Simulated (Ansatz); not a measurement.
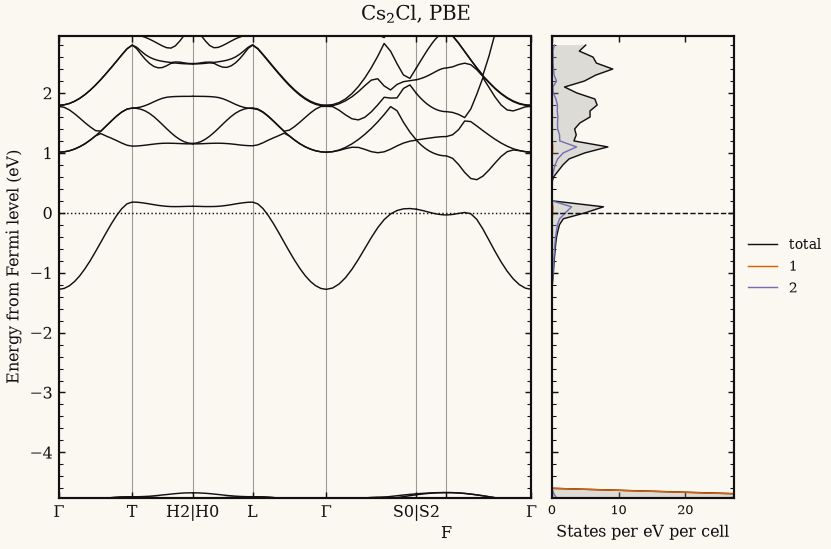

Band structure and density of states. Energies are counted from the Fermi level. The partial curves are projected on Löwdin-orthogonalised atomic shells; they sum to less than the total at higher energies, where shells without a projector contribute.

System: Cs2Cl, space group R-3m (No. 166), 3 atoms in the cell; a = 6.22 Å, b = 6.22 Å, c = 6.22 Å, α = 59.85°, β = 59.85°, γ = 59.85°.

Level of theory: DFT PBE, scalar-relativistic, plane waves, PAW, no spin polarisation, 9×9×9 k mesh, 420 eV cutoff; code Ansatz.

Q: Assign each number in the legend. The candidates: Cl 3p, Cs 6s.

A: 1 is Cl 3p; 2 is Cs 6s.

Q: Metal, semiconductor or insulator?

A: A metal: 1 band crosses the Fermi level along this path.

The structure is an invented one, so it need not be a known or stable phase. The electron count is odd and the run has no spin polarisation, so a magnetic state may lie lower.
